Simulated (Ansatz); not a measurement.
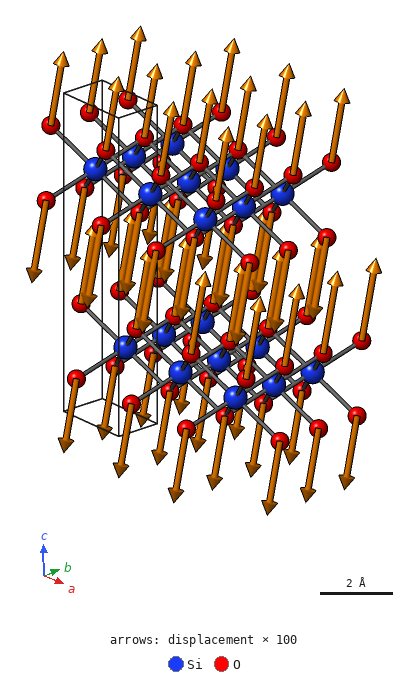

A relaxation of solid SiO$_{2}$ (a generated structure, set up in P-1). The starting structure is drawn; orange arrows show the displacements (the part carried along by the change of the cell is left out), 100 times their true length.

The picture is a ball-and-stick view of the cell of the calculation, repeated 3 × 3 × 1 with one cell outlined, seen slightly off an axis.

The calculation used DFT PBE+D3(BJ), scalar-relativistic, plane waves, PAW (Ansatz).

The input:
```yaml
crystal:
  lattice:
    - [2.6535404489, -0.000524465, -0.043557509]
    - [-1.3261664499, 2.298582624, 0.0316489638]
    - [-1.1751300583, -0.8053658409, 8.8594731121]
  atoms:
    - { symbol: Si, position: [0.8329129727, 0.4165103581, 0.2494577713] }
    - { symbol: Si, position: [0.1670870273, 0.5834896419, 0.7505422287] }
    - { symbol: O, position: [0.4315771286, 0.7156629532, 0.1471161883] }
    - { symbol: O, position: [0.2342976693, 0.117378967, 0.3518671557] }
    - { symbol: O, position: [0.5684228714, 0.2843370468, 0.8528838117] }
    - { symbol: O, position: [0.7657023307, 0.882621033, 0.6481328443] }
basis:
  ecutwfc: 420
kpoints:
  mp_grid: { grid: [10, 10, 4] }
hamiltonian:
  xc: pbe
  dispersion: d3bj
scf:
  occupations: { method: gaussian, width: 0.02 }
output:
  forces: true
  stress: true
  eigenvalues: true
relax:
  adjacent_minimum: "off"
  f_tol: 0.01
  max_steps: 30
  cell: { stress_tol: 0.1, fix: [volume] }
```

Command:
```bash
ansatz run input.yaml --threads 1 --pin off --max-ram 2560MiB --backend cpu --events-out ev --progress --plain --runs-dir out
```

Q: Atoms of which element are displaced furthest, and by how much?

A: Oxygen: up to 0.024 Å, against 0.001 Å for silicon.

Q: What did the optimiser do to the structure, and how much energy did it gain?

A: The largest moves relative to the cell, 0.024 Å, are those of O4 and O6. O6 goes along [−1 0 −2]. Largest moves by element: O 0.024 Å, Si 0.001 Å. The drawn cell changes at constant volume: a = b 2.654 → 2.675 Å (+0.8 %), c 8.973 → 8.840 Å (−1.5 %), β 98.5° → 98.7°. Some distances before and after: Si1–O3 1.780 → 1.794 Å. The space group stays R-3m (No. 166). The energy falls by 5.3 meV per atom in 5 accepted moves (7 points after the start). The largest force component goes from 0.49 to under 0.0001 eV/Å. The pressure goes from 9.51 to 3.57 GPa. The SCF was repeated twice at an unchanged geometry on a basis and grid sized afresh for the cell, which shifted the energy by 0.1 meV per atom at most. Cost: 52 s on 1 thread of Intel(R) Xeon(R) 6975P-C (Granite Rapids) (shared host), peak memory 0.5 GiB.
